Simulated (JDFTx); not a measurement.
**MgS: 7 runs along one coordinate**

System: MgS (2 atoms in the cell).
Method: Kohn-Sham DFT of a periodic cell, PBEsol, PseudoDojo-SR-PBEsol-0.4.1-standard, no spin polarisation (JDFTx 1.7.0 (patched build)).

The 7 runs differ only in the geometry, by an even scaling of the cell at fixed fractional positions. The structure derives from a Materials Project entry.

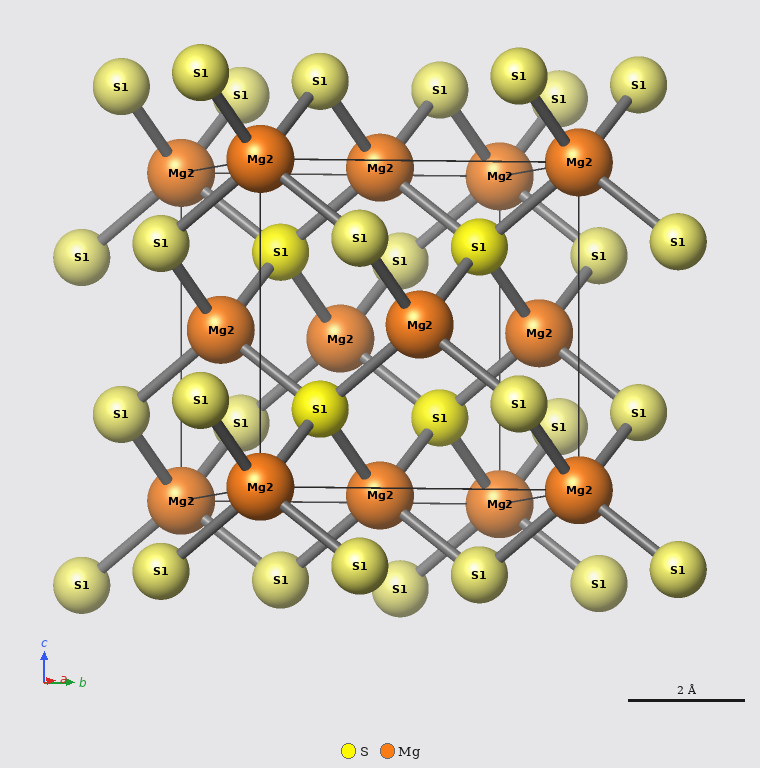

Figure 1. The structure of run 4 (ball-and-stick view of the cell 4 times as large as that of the calculation, set on its symmetry axes, seen at an oblique angle; neighbours outside the cell are drawn fainter; atoms are numbered from 1 in the order of the input). An atom can appear more than once, as a periodic image.

### Input of run 4
```
lattice \
    0.0000000000     5.3538209666     5.3538209666 \
    5.3538209666     0.0000000000     5.3538209666 \
    5.3538209666     5.3538209666     0.0000000000
coords-type Lattice
ion S      0.2500000000     0.2500000000     0.2500000000 1
ion Mg     0.0000000000     0.0000000000     0.0000000000 1

ion-species pseudo/S.upf
ion-species pseudo/Mg.upf
elec-cutoff 42 336
elec-ex-corr gga-PBEsol
kpoint-folding 8 8 8
elec-smearing Fermi 0.0018374661
elec-n-bands 14
electronic-SCF nIterations 100 energyDiffThreshold 1e-09
electronic-minimize nIterations 30 energyDiffThreshold 1e-7
forces-output-coords Cartesian

dump-name run.$VAR
dump End Ecomponents EigStats BandEigs Kpoints Forces Stress
```

Command:
```bash
jdftx -c 1 -i MgS.in -o MgS.out
```

Lattice vectors (Å) and fractional positions of run 4:
```
   0.000000    2.833120    2.833120
   2.833120    0.000000    2.833120
   2.833120    2.833120    0.000000
S   0.250000  0.250000  0.250000
Mg  0.000000  0.000000  0.000000
```

Run 3 differs from it as follows:
```diff
-    0.0000000000     5.3538209666     5.3538209666 \
-    5.3538209666     0.0000000000     5.3538209666 \
-    5.3538209666     5.3538209666     0.0000000000
+    0.0000000000     5.3178881997     5.3178881997 \
+    5.3178881997     0.0000000000     5.3178881997 \
+    5.3178881997     5.3178881997     0.0000000000
```

### Results, with one run withheld

```csv
run,volume per atom (Å³),"free energy per atom, from the lowest run given (meV)",pressure (GPa),gap on the mesh (eV)
1,21.376,12.41,3.51,3.58
2,21.831,4.50,2.06,3.48
3,22.285,?,?,?
4,22.740,0.00,−0.42,3.28
5,23.195,2.70,−1.49,3.18
6,23.650,8.27,−2.45,3.09
7,24.105,16.43,−3.32,3.00
```

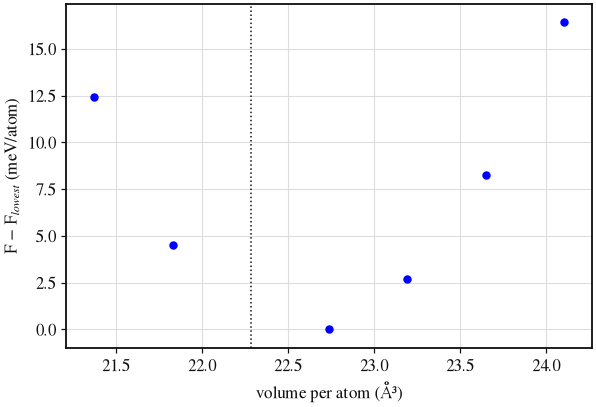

Figure 2. Free energy per atom of the runs given; the dotted line marks run 3.

What should run 3 give?

A cubic polynomial in V^(−2/3) (the Birch–Murnaghan form), fitted to the 6 runs given, misses them by under 0.01 meV per atom. With x = V^(−2/3) − 0.12443 Å⁻², it reads F = 0.12852 − 878.94 x + 5.8262e+05 x² + 1.78e+05 x³ (meV per atom). At run 3 it gives 0.49 meV per atom, and the run itself gives 0.49. The slope of the fit gives a pressure −dF/dV of 0.77 GPa there, and the run prints 0.76 GPa. The fit has its minimum at 22.578 Å³ per atom, where V d²F/dV² gives 57.6 GPa: the bulk modulus at this level, since symmetry fixes the shape and the positions. The gap on the mesh goes, without turning, from 3.58 eV in run 1 to 3.00 eV in run 7; run 3 has 3.37 eV. These are gaps of this functional on this mesh, which can miss the band edges; they aren't the measured gap.

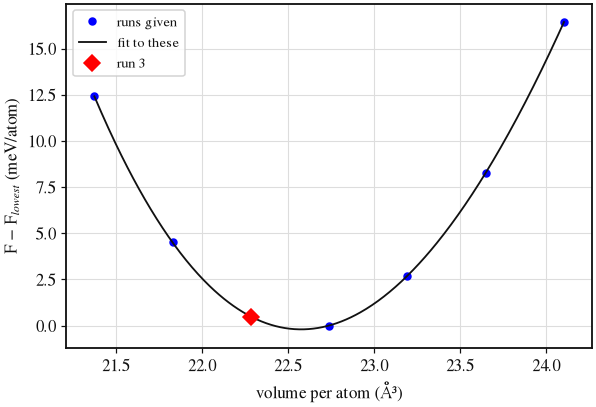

Figure 3. The fit and the withheld run.

### Some lines of the output (run 3)
```
[...]
unit cell volume = 300.779
     Etot =      -69.6642519183625382
        F =      -69.6642519183625382
	HOMO-LUMO gap: +0.124002
	Optical gap  : +0.124002 at state 0 ( [ +0.000000 +0.000000 +0.000000 ] spin 0 )
```
